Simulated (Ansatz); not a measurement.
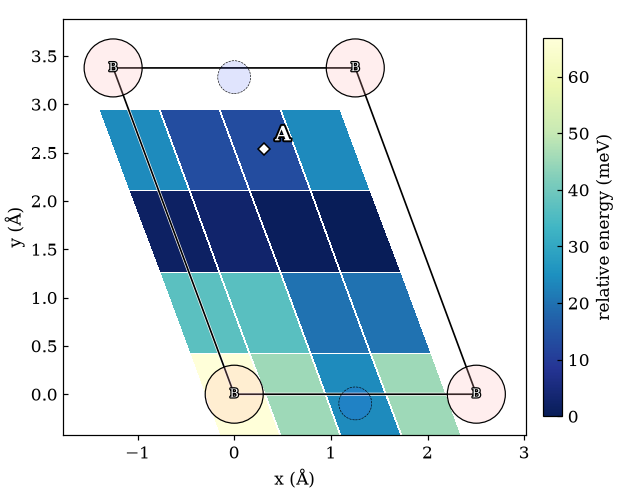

N₂ on a BN(101) slab cut from the R3m phase, its upper half relaxed before the scan (12 atoms of substrate and one adsorbate in a 2 × 1 cell). N2 is moved over the surface cell at a fixed height above a rigid substrate; the origin of the map has the adsorbate above B11; the height is held at 2.90 Å. Places are given modulo a cell vector. The map is drawn in real space over the plane of the surface. The grid has 4 × 4 points. Places are given in fractions of the 1 × 1 surface cell. All energies are given in meV relative to the lowest grid point. At a fixed height the lowest place need not be the adsorption site. The calculation used DFT PBE+D3(BJ), scalar-relativistic, plane waves, PAW in Ansatz 0.2.0. Settings: cutoff 420 eV, k-mesh 6×8×1, gaussian smearing 0.05 eV, no spin polarisation.

Drawn: one coloured cell a grid point, labelled circles for the atoms of the top layer and small ones for the second layer, the outline of one cell of the plane, the point A.

Question: Which way does the force act at A, and how strong is it?

Answer: A, at (2/4, 3/4) of the cell vectors, is not a stationary point. The computed force is 0.032 eV/Å in the plane, pointing down and left in the picture (components −0.013 and −0.029 eV/Å).

PAW datasets: the set soft_1.
